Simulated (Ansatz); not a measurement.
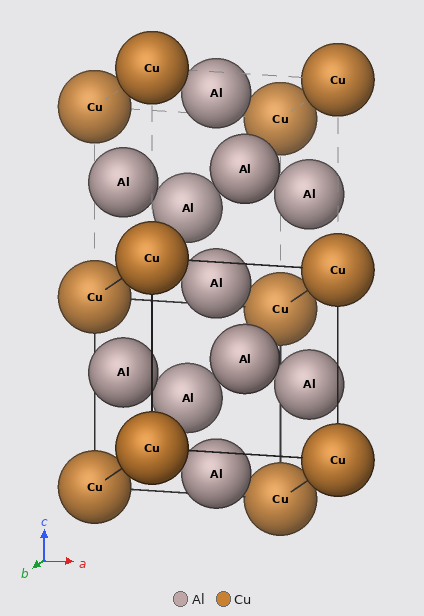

We look at a spheres-only model of the crystal from a general direction. Shown are 1×1×2 repeats of the conventional unit cell, one of them outlined in solid lines.

Al3Cu, space group Pm-3m (No. 221), a = 3.93 Å, b = 3.93 Å, c = 3.93 Å, α = 90.00°, β = 90.00°, γ = 90.00°.

The numbers come from DFT HSE06, scalar-relativistic, plane waves, PAW in Ansatz 0.2.0, using plane-wave cutoff 420 eV, a 6×6×6 grid in reciprocal space, Gaussian smearing of 0.1 eV, no spin polarisation.

Question: Is the electronic structure metallic or gapped?

Answer: A metal: bands cross the Fermi level.

Question: Under what pressure is the structure?

Answer: The computed pressure is -0.4 GPa (stretched: it would shrink).

The model was built from a structure listed in the Materials Project. Earlier steps of the study may have refined or changed the cell and positions. Ansatz was used for an electronic-structure calculation on it.
